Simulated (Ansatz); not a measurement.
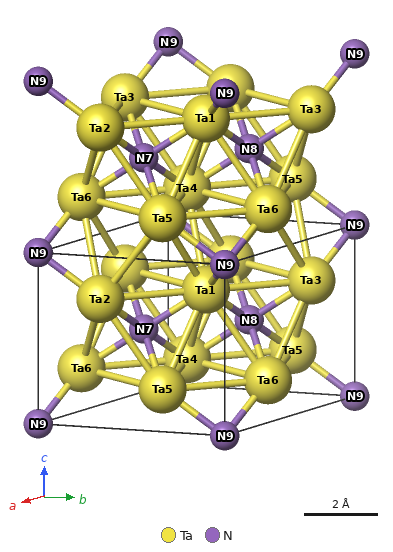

Reference structure: crystalline Ta₂N (set up in P-31m). The picture is a ball-and-stick view of the cell of the calculation, repeated 1 × 1 × 2 with one cell outlined, seen from a free direction.

All numbers below come from DFT PBEsol, scalar-relativistic, plane waves, PAW in Ansatz. (plane-wave cutoff 420 eV; k-point mesh 12 × 12 × 8; occupations gaussian; smearing width 0.1 eV; no spin polarisation)

Change: Equal strain along all axes, −1.0 %, is applied. The cell is then held and the atoms relaxed.

Predict the response.

Cell: a = b 5.264 → 5.211 Å (−1.0 %), c 4.913 → 4.863 Å (−1.0 %). Volume −3.0 %. No atom moves by more than 0.005 Å relative to the cell. Among the bonded contacts that change: Ta–Ta 2.996 → 2.963 Å, Ta–Ta 3.040 → 3.008 to 3.014 Å, N–Ta 2.133 → 2.112 Å, N–Ta 2.150 → 2.129 Å. The space group stays P-31m (No. 162). The energy rises by 11.4 meV per atom. Pressure: 0.0 GPa before, 9.7 GPa after. The principal stresses (compression positive) are 9.9 GPa along c and 9.6 GPa across it. Both are metals.
